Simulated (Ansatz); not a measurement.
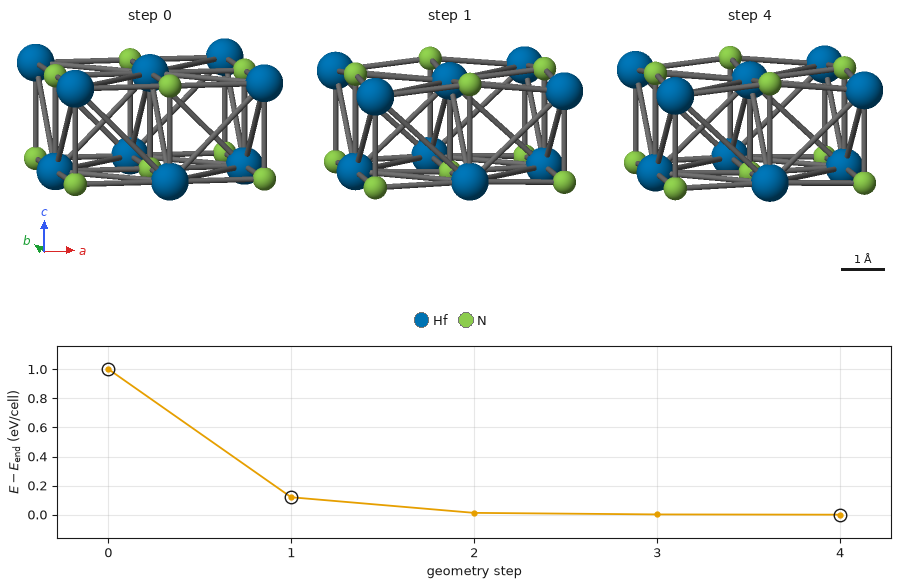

Frames of a constrained relaxation of a slab of composition HfN (cut from the Fm-3m phase), marked on the history of the run. A ball-and-stick model of the atoms within 4.2 Å of the atom that moves most (axes of the 1 × 2 repeat of the cell, outlined in the plane, without the vacuum (origin shifted)), seen slightly off an axis.

Case: flat (0 0 1) slab. 12 atoms are held fixed.

The calculation used Ansatz, DFT PBEsol, scalar-relativistic, plane waves, PAW. Settings: plane-wave cutoff 420 eV; k-point mesh 3 × 8 × 1; occupations gaussian; smearing width 0.1 eV; no spin polarisation; dipole correction; atoms relaxed in a fixed cell; force threshold 0.02 eV/Å; at most 45 steps.

> Describe the path.

The largest moves, 0.17 Å, are those of Hf atoms. Largest moves by element: Hf 0.17 Å, N 0.10 Å. The cell doesn't change. Among the contacts that change: Hf–Hf 3.183 → 3.087 Å, Hf–N 2.251 → 2.334 Å, Hf–N 2.251 → 2.180 Å, Hf–N 2.251 → 2.262 Å. After 4 geometry steps the energy has fallen by 1.002 eV per cell of the calculation. Largest force component: 1.5 eV/Å at the start, 0.0051 eV/Å at the end. The run took 5.8 min on 4 threads of Intel(R) Xeon(R) 6975P-C (Granite Rapids) (shared host), peak memory 7.5 GiB. From step 0 to 1: Hf atoms move most (0.19 Å), energy −0.882 eV per cell of the calculation. From step 1 to 4: Hf atoms move most (0.03 Å), energy −0.120 eV per cell of the calculation.
